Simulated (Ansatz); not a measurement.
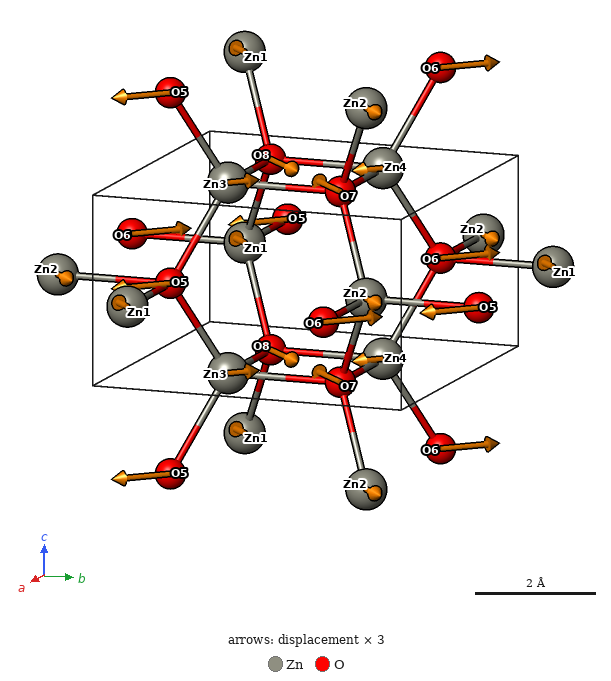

This is a relaxation of solid ZnO (set up in P4_2/mnm). The starting structure is drawn; orange arrows show the displacements (the part carried along by the change of the cell is left out), 3 times their true length.

Style: ball-and-stick. Shown: the cell of the calculation, slightly off an axis.

Case: relaxed kmesh: [1, 1, 1] Gamma-centred.

Computed with DFT PBE, scalar-relativistic, plane waves, PAW in Ansatz 0.2.0. Set-up: plane-wave cutoff 420 eV; k-point mesh 1 × 1 × 1; occupations gaussian; smearing width 0.02 eV; no spin polarisation; cell and atoms relaxed; force threshold 0.01 eV/Å; at most 60 steps.

### Atoms of which element are displaced furthest, and by how much?

Oxygen: up to 0.37 Å, against 0.20 Å for zinc.

### What happened in the run?

The largest moves relative to the cell, 0.37 Å, are those of O5, O6, O7 and O8. O7 goes along [−1 −1 0]. Largest moves by element: O 0.37 Å, Zn 0.20 Å. The volume changes by +10.3 %, with a = b 5.518 → 6.880 Å (+24.7 %), c 3.259 → 2.312 Å (−29.0 %). Some distances before and after: Zn1–Zn1 3.259 → 2.312 Å, Zn1–O8 1.941 → 2.209 Å, Zn1–O5 2.012 → 2.112 Å. Among the angles between lasting bonds that change: O7–Zn2–O7 114.1° → 63.1°, Zn2–O7–Zn2 114.1° → 63.1°, O5–Zn2–O7 112.6° → 129.4°. The space group stays P4_2/mnm (No. 136). The energy falls by 3.593 eV per cell of the calculation in 19 accepted moves (22 points after the start). Largest force component: 1.2 eV/Å at the start, 0.00031 eV/Å at the end. Pressure: 12.98 GPa at the start and 0.01 GPa at the end. At 3 points the geometry stayed and the basis and grid were re-selected for the new cell (energy shift of 0.619 eV per cell of the calculation at most each time). The run took 20 s on 2 threads of Intel(R) Xeon(R) Processor @ 2.70GHz, on a shared host, peak memory 0.35 GiB.
